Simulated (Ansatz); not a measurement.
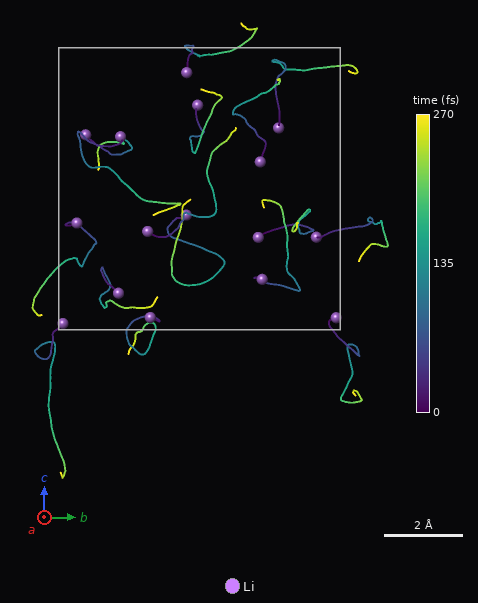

A Born-Oppenheimer molecular dynamics run of a 16-atom cell of Li, 270 fs long. It starts from the last geometry of an earlier run, with fresh velocities. Lines trace each atom's path, coloured by time; spheres stand at the starting positions. Seen along the a axis in the simulation cell.

All numbers below come from Ansatz 0.2.0, DFT PBE, scalar-relativistic, plane waves, PAW. Set-up: plane-wave cutoff 420 eV; k-point mesh 2 × 2 × 2; Fermi-Dirac smearing 0.16 eV; low-accuracy preset; volume 1.15 times that of the relaxed crystal; Langevin thermostat and barostat (NPT); set temperature 1260 K; time step 1 fs; friction 0.01 per fs; target pressure 0 GPa.

Input file:
```yaml
accuracy: low
crystal:
  lattice:
    - [7.312873, 0.0, 0.0]
    - [0.0, 7.312873, 0.0]
    - [0.0, 0.0, 7.312873]
  atoms:
    - { symbol: Li, position: [0.06532986, 0.0153412, 0.02163504] }
    - { symbol: Li, position: [0.67290395, -0.01486289, 0.04215418] }
    - { symbol: Li, position: [-0.02621021, 0.49332933, -0.20359738] }
    - { symbol: Li, position: [0.03826694, 0.06468967, 0.37814188] }
    - { symbol: Li, position: [0.30998034, 0.21242449, 0.12904653] }
    - { symbol: Li, position: [0.50581557, 0.45451986, -0.08805829] }
    - { symbol: Li, position: [0.48605627, -0.08546462, 0.32784005] }
    - { symbol: Li, position: [0.90571096, 0.32538396, 0.04283541] }
    - { symbol: Li, position: [0.15542517, 0.45301081, 0.40640252] }
    - { symbol: Li, position: [0.14371285, 0.70855483, 0.32713167] }
    - { symbol: Li, position: [0.2998238, 0.09589501, 0.6911905] }
    - { symbol: Li, position: [0.62585576, 0.31591707, 0.34817628] }
    - { symbol: Li, position: [0.84442236, 0.72244654, 0.17821526] }
    - { symbol: Li, position: [0.74927344, 0.21976095, 0.68450973] }
    - { symbol: Li, position: [0.17414441, 0.78071032, 0.71575438] }
    - { symbol: Li, position: [0.53980315, 0.71557429, 0.5951302] }
basis:
  ecutwfc: 420.0
kpoints:
  mp_grid: { grid: [2, 2, 2] }
hamiltonian:
  xc: pbe
scf:
  occupations: { method: fermi_dirac, width: 0.16 }
  lower_state_search: "off"
md:
  timestep: 1
  n_steps: 270
  ensemble: npt_langevin
  temperature: 1260.0
  initial_velocities: maxwell_boltzmann
  seed: 624614
  friction: 0.01
  pressure: 0.0
  fix_cell: [angles]
```

Launched with:
```bash
ansatz run input.yaml --threads 1 --pin off --max-ram 3072MiB --backend cpu --events-out ev --progress --plain --runs-dir out
```

**How do the atoms move?**

In the second half of the run the atoms are, in the root-mean-square, this far from where they began (common drift taken out): Li 1.90 Å. That is a large part of the typical shortest distance between atoms in the first frame, about 2.5 Å and still growing: the atoms leave their places as in a liquid.

Limits of the set-up: the k-point mesh is coarse for a cell with partly filled bands; the program's low-accuracy preset was used.

Cost: 19 min on 1 thread of Intel(R) Xeon(R) Platinum 8488C (Sapphire Rapids) (shared host), peak memory 0.69 GiB.
